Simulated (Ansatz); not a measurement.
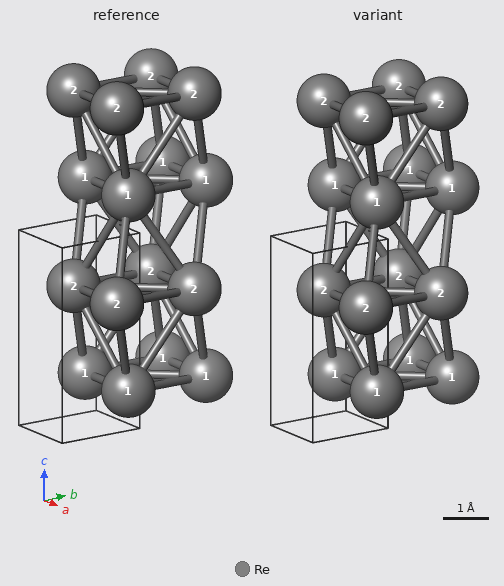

Left: crystalline Re (set up in P6_3/mmc). Right: the same structure after one change, at the same scale. The picture is a ball-and-stick view of the cell of the calculation, repeated 2 × 2 × 2 with one cell outlined, seen slightly off an axis.

Method: DFT PBEsol, scalar-relativistic, plane waves, PAW (Ansatz). (plane-wave cutoff 420 eV; k-point mesh 18 × 18 × 10; occupations gaussian; smearing width 0.1 eV; no spin polarisation)

Q: Which change leads from the left to the right?

A: The volume is changed by −9.0 %. The atoms are relaxed in that cell.

Q: And its effect?

A: It costs 170 meV per atom. The pressure goes from 0.0 to 45.3 GPa. It is metallic before and after. The drawn cell changes as follows: a = b 2.750 → 2.665 Å (−3.1 %), c 4.443 → 4.306 Å (−3.1 %); the volume changes by −9.0 %. No atom moves by more than 0.005 Å relative to the cell. Near-neighbour distances before and after: Re–Re 2.750 → 2.665 Å, Re–Re 2.731 → 2.646 Å. The space group stays P6_3/mmc (No. 194).
